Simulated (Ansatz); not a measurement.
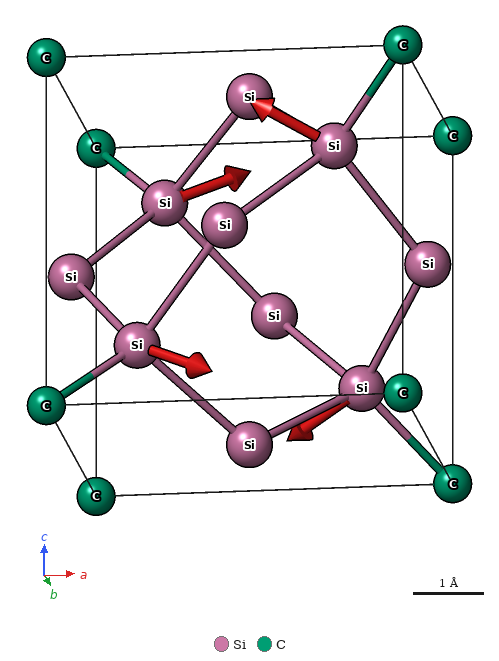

One vibrational mode of a crystal of Si$_{7}$C (a generated structure) at the zone centre. The red arrows are the displacements of the atoms (eigenvector over the root of the mass), of arbitrary overall length and sign. Style: ball-and-stick. Shown: the cell of the calculation, from a free direction.

Level of theory: DFT PBEsol, scalar-relativistic, plane waves, PAW (Ansatz 0.2.0).

The input:
```yaml
crystal:
  lattice:
    - [5.1587126238, 0.0, 0.0]
    - [0.0, 5.1587126238, 0.0]
    - [0.0, 0.0, 5.1587126238]
  atoms:
    - { symbol: Si, position: [0.2235875086, 0.2235875086, 0.2235875086] }
    - { symbol: Si, position: [0.0, 0.5, 0.5] }
    - { symbol: Si, position: [0.5, 0.5, 0.0] }
    - { symbol: Si, position: [0.5, 0.0, 0.5] }
    - { symbol: Si, position: [0.7764124914, 0.2235875086, 0.7764124914] }
    - { symbol: Si, position: [0.7764124914, 0.7764124914, 0.2235875086] }
    - { symbol: Si, position: [0.2235875086, 0.7764124914, 0.7764124914] }
    - { symbol: C, position: [0.0, 0.0, 0.0] }
basis:
  ecutwfc: 420
kpoints:
  mp_grid: { grid: [8, 8, 8] }
hamiltonian:
  xc: pbesol
scf:
  occupations: { method: fermi_dirac, width: 0.15 }
output:
  eigenvalues: true
phonons:
  method: dfpt
  eigenvectors: true
```

Launched with:
```bash
ansatz run input.yaml --threads 4 --pin off --max-ram 12288MiB --backend cpu --events-out ev --progress --plain --runs-dir out
```

The frequencies depend somewhat on the k-mesh and the smearing.

### Describe the mode and give its frequency.

This is the E mode (doubly degenerate; one member of the set is drawn) at 13.0 THz, optical level 4 of 8, counted from below, Raman-active by symmetry. The Si (3c) and C atoms stay at rest; atoms of one kind move against one another, with no net shift of their sublattice.
